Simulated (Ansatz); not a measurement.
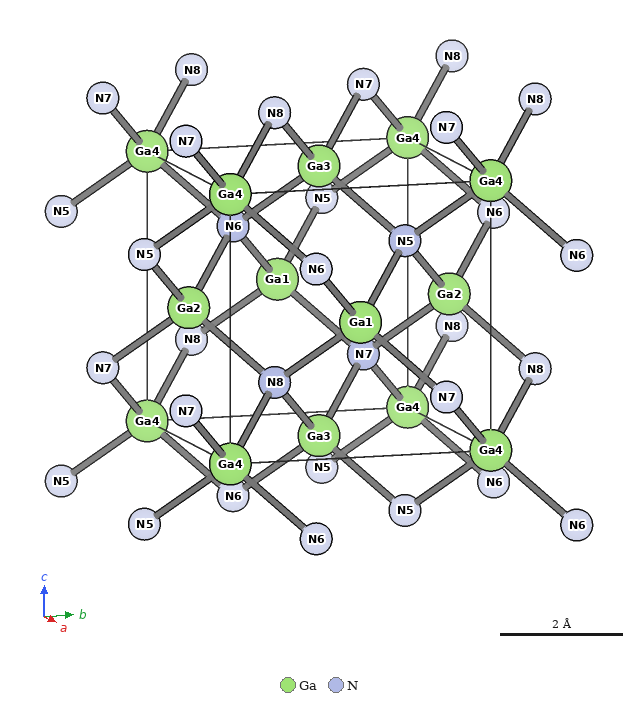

**Figure 1.** The input geometry (ball-and-stick view of the cell of the calculation, seen slightly off an axis; neighbours outside the cell are drawn fainter; atoms are numbered from 1 in the order of the input). An atom can appear more than once, as a periodic image. Near neighbours in the periodic cell (some may lie outside the picture): Ga has 4 N at 1.95 Å; N has 4 Ga at 1.95 Å.

## Single-point calculation, with input and output: GaN

The run: single-point calculation of GaN (8 atoms in the cell). Method and program: DFT r2SCAN, scalar-relativistic, plane waves, PAW, no spin polarisation (Ansatz 0.2.0).

The structure derives from a Materials Project entry. It belongs to a series of runs on one base structure; here: the relaxed cell repeated 4 times. Figures and captions count atoms from 1; the log counts them from 0 in places.

## Log
```
Engine: ansatz 0.2.0, x86_64-unknown-linux-gnu
Pseudopotentials: kind: paw
Pseudopotential: Ga, paw, valence charge 13, recommended cutoff 500 eV (meta_gga), Ga.paw.azcp
Pseudopotential: N, paw, valence charge 5, recommended cutoff 500 eV (meta_gga), N.paw.azcp
Functional definition: r2SCAN
  parameter k0 = 0.174
  parameter k1 = 0.065
  parameter a1 = 4.9479
  exchange = r2scan_x(k0 = k0, k1 = k1, a1 = a1)
  correlation = r2scan_c
Crystal: 8 atoms, lattice volume = 91.551 Å³
Basis set: ecut = 500 eV, 2325 PW (Γ), exchange–correlation on 144×144×144 points (64 copies of the dense FFT grid, shifted against one another)
Bands: 44, of which v1, the nominal top of the filled ones, is band 36 counted from 1 (35 counted from 0)
Symmetry: 96 space group operations
Space group: F-43m (ITA 216), of the structure as read, at distance tolerance 4.5e-5 Å
k-points: 20 of 216 (time reversal used)
Non-local potential: Ga, projectors of the file, l = 0: 2, l = 1: 2, l = 2: 3, l = 3: 1
Non-local potential: N, projectors of the file, l = 0: 2, l = 1: 2, l = 2: 1
PAW form: soft (Blöchl's): semilocal exchange-correlation on the pseudo side does not see the compensation charge
PAW frozen core: Ga, regenerated for the run's functional (the file was generated under x = pbe(κ = 0.804, μ = 0.2195149727645171), c = pbe(β = 0.06672455060314922))
PAW frozen core: N, regenerated for the run's functional (the file was generated under x = pbe(κ = 0.804, μ = 0.2195149727645171), c = pbe(β = 0.06672455060314922))
PAW one-centre angular grid: Ga, 590 points (default); XC on 160 Gauss nodes
PAW one-centre angular grid: N, 302 points (default); XC on 160 Gauss nodes
Initial density: superposition of atomic densities (neutral atoms: chi_scale 0, normalization atom), corrected by the library's trained network
Initial wavefunctions: pseudopotential atomic-orbital guess
Functional: x = r2scan, c = r2scan; τ floored in thin density (d = 2e-4 eV/Å³)
SCF iter   1: F=—  HF=-16705.366378 eV  |F-HF|=—  |Δ(HF+E_count)|=         —  Δρ=1.24e-2  dr2=5.35e-2  dr2_τ=3.73e-1  ethr=1.77e-3  ⟨swp⟩=6.0  Hψ=3135  notcnv=0
preconditioner: auto → Resta (q_TF=auto, 2.621 Å⁻¹)  ε∞=4.5  [insulator: Δε(μ)=2.094 eV  Ē_g=17.551 eV  σ=0.050 eV  W_gap=1.00  n_scr=26 (ndim 8)  ℏωp=32.9 eV  f_vac=0.001  D(μ)=0.00/eV (n_scr^D=0)  ε∞_Penn≈4.5]
SCF iter   2: F=—  HF=-16705.491272 eV  |F-HF|=—  |Δ(HF+E_count)|=   1.25e-1  Δρ=5.78e-3  dr2=1.91e-2  dr2_τ=6.00e-4  ethr=7.43e-5  ⟨swp⟩=2.0  Hψ=1847  notcnv=0  defer=73
SCF iter   3: F=—  HF=-16705.490405 eV  |F-HF|=—  |Δ(HF+E_count)|=   8.66e-4  Δρ=3.66e-3  dr2=5.29e-3  dr2_τ=1.78e-4  ethr=2.65e-5  ⟨swp⟩=3.0  Hψ=1601  notcnv=0  defer=73
SCF iter   4: F=—  HF=-16705.490483 eV  |F-HF|=—  |Δ(HF+E_count)|=   7.81e-5  Δρ=2.95e-4  dr2=4.84e-5  dr2_τ=1.80e-5  ethr=7.35e-6  ⟨swp⟩=2.0  Hψ=1367  notcnv=0  defer=73
SCF iter   5: F=—  HF=-16705.490521 eV  |F-HF|=—  |Δ(HF+E_count)|=   3.76e-5  Δρ=1.32e-4  dr2=9.67e-6  dr2_τ=8.66e-7  ethr=6.72e-8  ⟨swp⟩=2.2  Hψ=1431  notcnv=0  defer=73
SCF iter   6: F=—  HF=-16705.490529 eV  |F-HF|=—  |Δ(HF+E_count)|=   8.04e-6  Δρ=3.89e-5  dr2=1.51e-6  dr2_τ=7.25e-8  ethr=1.34e-8  ⟨swp⟩=3.0  Hψ=1527  notcnv=0  defer=73
SCF iter   7: F=—  HF=-16705.490529 eV  |F-HF|=—  |Δ(HF+E_count)|=   5.45e-8  Δρ=2.07e-5  dr2=3.92e-7  dr2_τ=2.41e-8  ethr=2.10e-9  ⟨swp⟩=2.1  Hψ=1510  notcnv=0  defer=73
SCF iter   8: F=-16705.490529 eV  HF=-16705.490529 eV  |F-HF|=3.63e-8  |Δ(HF+E_count)|=   6.39e-8  Δρ=8.51e-6  dr2=6.51e-8  dr2_τ=8.40e-10  ethr=1.39e-10  ⟨swp⟩=10.6  Hψ=5568  notcnv=0
SCF 1 converged in 8 iterations: F = -16705.490529 eV  dr2 = 6.51e-8
  greatest PAW one-centre occupation: 0.995 electrons in one spin orbital (limit 2), on the Ga atom at site 3 (counted from 0), in its partial waves of l = 2
```

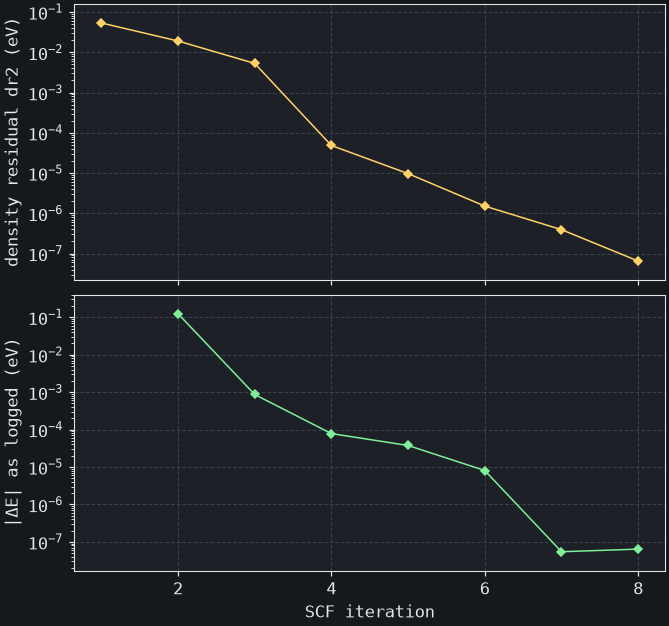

**Figure 2.** Convergence of the self-consistent field: density residual dr2 and size of the energy change against the SCF iteration. The residual falls at every step.

```
SCF converged after 8 iterations
Free energy (F): -16705.490529 eV
Harris-Foulkes:  -16705.490529 eV  (|F-HF|=3.63e-8)
Internal energy: -16705.490529 eV  (E = F + TS)
E sigma→0 (E₀):  -16705.490529 eV
Fermi energy:    10.438523 eV
--- Per-component energies (eV) ---
  E_band       = -66.050337
  E_kinetic    = 987.277388
  E_local      = -7812.929825  (includes V_loc(G=0)·N_el)
  E_nonlocal   = 1905.420295
  E_hartree    = 3602.844790
  E_xc         = -486.700106
  E_vxc        = -574.026737  (∫ρ·V_xc dr)
  E_paw        = -8548.932620  (= ΣΔE_a)
  E_vpaw       = -1808.876779  (= ΣTr[D̂ρ^β])
  E_aug_tail   = -0.000097  (compensation charges beyond the density's cutoff)
  E_vtau       = 31.389140  (kinetic-family band-sum trace: ∫τ·v_τ [+ j·A + Jᵃ·Aᵃ] dr)
  E_ewald      = -6349.739816
  E_core_change = -2.730538  (= ΣΔE_core)
  E_smearing   = -0.000000  (= −TS)
  E_closure    = -0.000000  (closes the sum)
  Σ components = -16705.490529   (vs F -16705.490529, Δ=0.00e0)
--- Forces (eV/Å), atoms counted from 1 ---
  atom   1  Ga     0.00000000     0.00000000    -0.00000000
  atom   2  Ga     0.00000000    -0.00000000    -0.00000000
  atom   3  Ga     0.00000000     0.00000000     0.00000000
  atom   4  Ga     0.00000000     0.00000000     0.00000000
  atom   5  N     -0.00000000    -0.00000000     0.00000000
  atom   6  N     -0.00000000    -0.00000000    -0.00000000
  atom   7  N     -0.00000000    -0.00000000    -0.00000000
  atom   8  N     -0.00000000    -0.00000000     0.00000000
  max |Σ_I F_I| component: 2.14e-16 eV/Å
--- Stress (GPa, compression-positive) ---
       -1.177901      -0.000000      -0.000000
        0.000000      -1.177901       0.000000
        0.000000      -0.000000      -1.177901
  P = ⅓ Tr σ = -1.1779 GPa (-11.779 kbar)
--- Band table (eV; the first three rows and the last of 20) ---
  k-point 0: bands = ["-7.3545", "-6.2031", "-6.2031", "-6.2031", "-4.5172", "-4.5172", "-4.5172", "-4.4084", "-4.4084", "-4.4084", "-4.2035", "-4.2035", "-4.2035", "-4.2035", "-4.2035", "-4.2035", "-4.1752", "-4.1752", "-4.0975", "-4.0975", "-4.0975", "-2.6418", "-2.6418", "-2.6418", "3.1609", "3.1609", "3.1609", "6.5938", "6.5938", "6.5938", "6.5938", "6.5938", "6.5938", "9.3742", "9.3742", "9.3742", "11.5016", "13.1456", "13.1456", "13.1456", "16.6371", "16.6371", "16.6371", "20.3967"]
  k-point 1: bands = ["-7.2527", "-6.2430", "-6.2036", "-6.2036", "-4.4985", "-4.4985", "-4.4909", "-4.3953", "-4.3951", "-4.3951", "-4.2381", "-4.2381", "-4.2272", "-4.2272", "-4.2012", "-4.2012", "-4.1826", "-4.1700", "-4.1078", "-4.1078", "-4.1027", "-2.9344", "-2.5708", "-2.5708", "3.2513", "3.2513", "3.5925", "6.3363", "6.3363", "6.3530", "6.3530", "6.7511", "6.7511", "8.5493", "9.1450", "9.1450", "12.3621", "13.4157", "13.7501", "13.7501", "16.7391", "17.0574", "17.0574", "19.7723"]
  k-point 2: bands = ["-6.9817", "-6.3824", "-6.2046", "-6.2046", "-4.4460", "-4.4460", "-4.4011", "-4.3661", "-4.3661", "-4.3624", "-4.3008", "-4.3008", "-4.2896", "-4.2896", "-4.1920", "-4.1920", "-4.1858", "-4.1558", "-4.1354", "-4.1354", "-4.1169", "-3.5272", "-2.4331", "-2.4331", "3.4729", "3.4729", "4.6191", "5.8538", "5.8538", "5.8847", "5.8847", "7.1960", "7.1960", "7.2175", "8.5627", "8.5627", "13.6736", "14.0807", "15.1427", "15.1427", "16.9739", "17.9751", "17.9751", "18.5006"]
  k-point 19: bands = ["-6.4006", "-6.4006", "-6.4006", "-6.4006", "-4.4224", "-4.4224", "-4.4224", "-4.4224", "-4.4224", "-4.4224", "-4.4224", "-4.4224", "-4.1294", "-4.1294", "-4.1294", "-4.1294", "-4.1294", "-4.1294", "-4.1294", "-4.1294", "-3.0276", "-3.0276", "-3.0276", "-3.0276", "2.2243", "2.2243", "2.2243", "2.2243", "8.3776", "8.3776", "8.3776", "8.3776", "8.3776", "8.3776", "8.3776", "8.3776", "14.5551", "14.5551", "14.5551", "14.5551", "18.8237", "18.8237", "18.8237", "18.8237"]
```

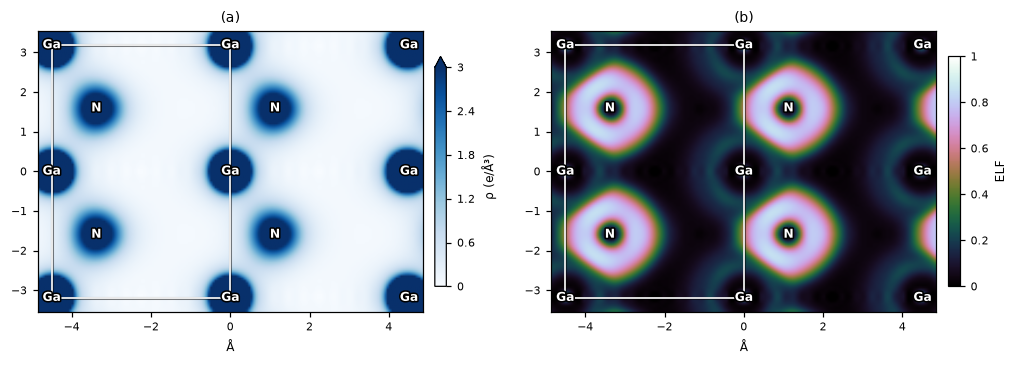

**Figure 3.** (a) valence electron density; (b) ELF on the (011) plane of the conventional cell. Atoms in the plane: Ga and N. Ga–N (1.95 Å): ρ is about 0.74 e/Å³ halfway; the ELF is about 0.50 at the midpoint. The density dies away to nearly zero in the voids. The fields are those of the smooth PAW valence density.

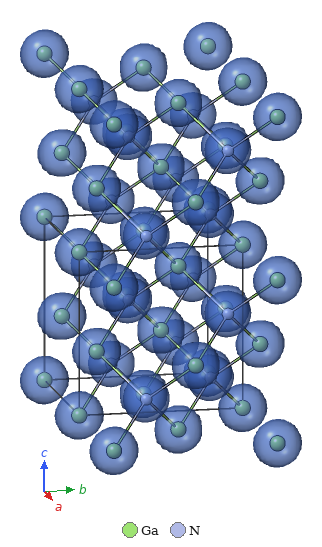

**Figure 4.** Isosurface of the valence electron density at 1.5 e/Å³ (blue), seen slightly off an axis. Sticks mark near contacts. The outline is the cell set on symmetry axes. At this value the density breaks into separate islands; it holds about 60 % of the electrons treated as valence (semicore included). It is pinched off along the Ga–N (1.95 Å) contacts. On the grid the lowest density along these lines, outside the cores, is 0.72 e/Å³ (Ga–N, 1.95 Å).

This output came from the following input.

## The input
```yaml
crystal:
  lattice:
    - [4.507001215, 0.0, 0.0]
    - [0.0, -4.507001215, 0.0]
    - [0.0, 0.0, -4.507001215]
  atoms:
    - { symbol: Ga, position: [0.0, 0.5, 0.5] }
    - { symbol: Ga, position: [0.5, 0.0, 0.5] }
    - { symbol: Ga, position: [0.5, 0.5, 0.0] }
    - { symbol: Ga, position: [0.0, 0.0, 0.0] }
    - { symbol: "N", position: [0.75, 0.75, 0.75] }
    - { symbol: "N", position: [0.25, 0.25, 0.75] }
    - { symbol: "N", position: [0.25, 0.75, 0.25] }
    - { symbol: "N", position: [0.75, 0.25, 0.25] }
basis:
  ecutwfc: 500
kpoints:
  mp_grid: { grid: [6, 6, 6] }
hamiltonian:
  xc: r2scan
scf:
  occupations: { method: gaussian, width: 0.05 }
output:
  forces: true
  stress: true
  eigenvalues: true
  write_density: true
  write_potential: true
  elf: true
  volumetric_format: npy
```

Launched with:
```bash
ansatz run input.yaml --threads 2 --pin off --max-ram 5120MiB --backend cpu --events-out ev --progress --plain --runs-dir out
```

## Summary

```csv
quantity,value
outcome,converged
space group (tolerance 0.01 Å),F-43m (216)
electrons treated,72
free energy,−16705.4905 eV
Fermi energy,10.439 eV
gap on the k-point mesh,2.13 eV
pressure,−1.18 GPa
largest force (length of the vector),under 0.001 eV/Å
hardware,"2 threads of Intel Xeon (Sapphire Rapids), 32 GiB of memory available, shared host"
wall time,6.9 s (CPU time 13 s)
peak memory,0.59 GiB
```
